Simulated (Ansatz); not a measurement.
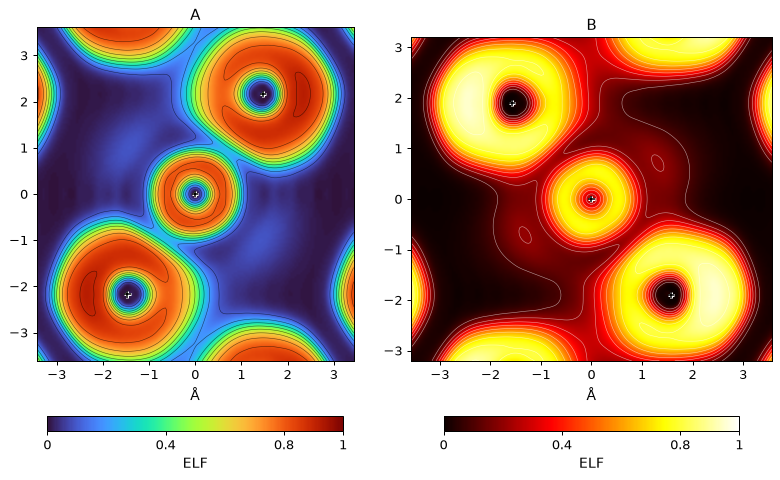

The electron localisation function of 2 systems, each on a plane through atoms (crosses mark nuclei in the plane).

Method: Kohn-Sham DFT of a periodic cell, PBE, Ansatz PAW large core in Ansatz.

System 1: MoS$_{2}$, the (110) plane of the conventional cell. Space group P-3m1; a structure from a database of computed crystals, not necessarily the ambient phase; not relaxed (largest force 0.6 eV/Å); computed pressure about −6 GPa in this cell.

```yaml
crystal:
  lattice:
    - [3.29076, 0.00000, 0.00000]
    - [-1.64538, 2.84989, 0.00000]
    - [0.00000, 0.00000, 6.43628]
  atoms:
    - { symbol: Mo, position: [0.00000, 0.00000, 0.50000] }
    - { symbol: S, position: [0.66667, 0.33333, 0.74468] }
    - { symbol: S, position: [0.33333, 0.66667, 0.25532] }
```

System 2: ZrS$_{2}$, the (110) plane of the conventional cell. Space group P-3m1; a structure from a database of computed crystals, not necessarily the ambient phase; not relaxed (largest force 0.6 eV/Å); computed pressure about −4 GPa in this cell.

```
CELL_PARAMETERS angstrom
3.76378 0.00000 0.00000
-1.88189 3.25953 0.00000
0.00000 0.00000 6.15956
ATOMIC_POSITIONS crystal
Zr 0.00000 0.00000 0.00000
S 0.33333 0.66667 0.23791
S 0.66667 0.33333 0.76209
```

> Which map belongs to which system?

Panel A is system 2, ZrS$_{2}$: the plane holds Zr and S. Zr–S (2.62 Å): the ELF peaks at about 0.85 in the valence shell of S, 0.8 Å from its nucleus, and is about 0.40 at the midpoint. Panel B is system 1, MoS$_{2}$: the plane holds Mo and S. Mo–S (2.47 Å): the ELF peaks at about 0.85 in the valence shell of S, 0.8 Å from its nucleus, and is about 0.40 at the midpoint.
